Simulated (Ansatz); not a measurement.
System: Ru, space group Fm-3m (No. 225) (one of a set of cubic test structures, which need not be the stable phase).

One of the inputs:
```
crystal:
  lattice:
    - [0.0, 1.892214379863, 1.892214379863]
    - [1.892214379863, 0.0, 1.892214379863]
    - [1.892214379863, 1.892214379863, 0.0]
  atoms:
    - { symbol: Ru, position: [0.0, 0.0, 0.0] }
kpoints:
  mp_grid: { grid: [6, 6, 6] }
hamiltonian:
  xc: hse06
  pseudopotentials: { kind: paw, source: ansatz }
scf:
  occupations: { method: fermi_dirac, width: 0.1 }
  convergence: { dr2_threshold: "1e-10 eV" }
  exx: { energy_threshold: "1e-8 eV", singularity: regularized }
output:
  forces: true
  stress: true
  eigenvalues: true
```

Run as:
```bash
ansatz run input.yaml --threads 2
```

How it was computed, with Ansatz 0.2.0 development build: equation of state of a cubic crystal from periodic Kohn-Sham density functional theory without spin, third-order Birch-Murnaghan fit to the free energies; pressure corrected for the finite basis. Level: HSE06.

```csv
setting,value
structure type,fcc
atoms in cell,1
space group number,225
lattice centring,face-centred primitive
k mesh,6×6×6
occupation method,Fermi–Dirac
occupation width,0.1 eV
wave cutoff,660 eV
datasets,hand-made PAW
density tolerance,0 eV
bands,12
density cutoff ratio,6
search for lower states,default
exchange singularity,regularized
```

What does the calculation give for the energy above the lowest point against volume? The volume takes the values 12.72, 13.14, 13.55, 13.96, 14.38 Å³/atom.

A third-order Birch–Murnaghan fit gives V0 = 13.35 Å³/atom, B0 = 352 GPa and B′ = 4.8. The energy above the lowest point is 32.5 meV/atom at volume 12.72 Å³/atom and 72.5 meV/atom at 14.38 Å³/atom; the lowest computed point is at volume 13.55 Å³/atom (0.0 meV/atom), and no other minimum shows.

```tsv
volume (Å³/atom)	energy above the lowest point (meV/atom)
12.72	32.5
13.14	0.7
13.55	0.0
13.96	25.4
14.38	72.5
```

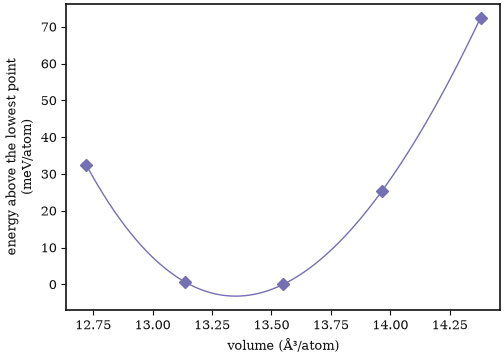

Caveats: coarse k-mesh, values are not converged in k; cubic model structure, not the ambient form.
